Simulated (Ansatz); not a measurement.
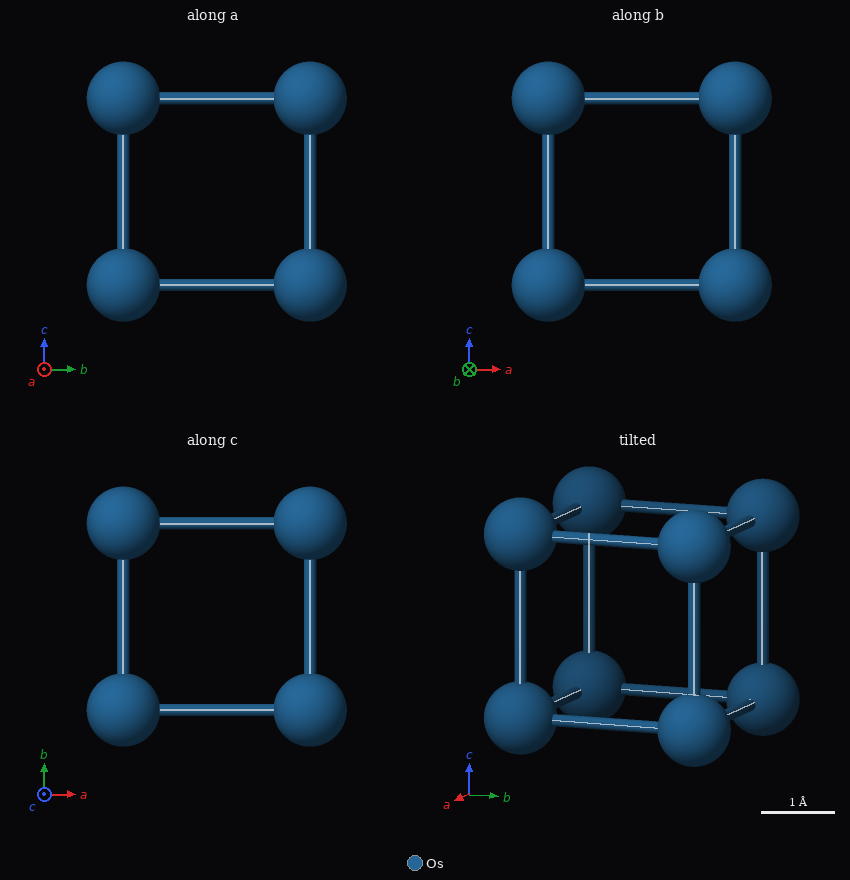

The image is a ball-and-stick drawing of a crystal, viewed along the a axis, along the b axis, along the c axis and slightly off an axis. The wireframe shows the conventional unit cell.

Lattice parameters: a = 2.568 Å, b = 2.568 Å, c = 2.568 Å, α = 90.00°, β = 90.00°, γ = 90.00°.

Q: Put the structure into a table of Wyckoff sites.

A: Space group Pm-3m (No. 221).
```
atom  site       x       y       z
  Os    1a  0.0000  0.0000  0.0000
```

The structure comes from a structure type filled with this element by a generator (whether the element takes this form wasn't checked). Earlier steps of the study may have refined or changed the cell and positions. It was run through Ansatz as a DFT input.
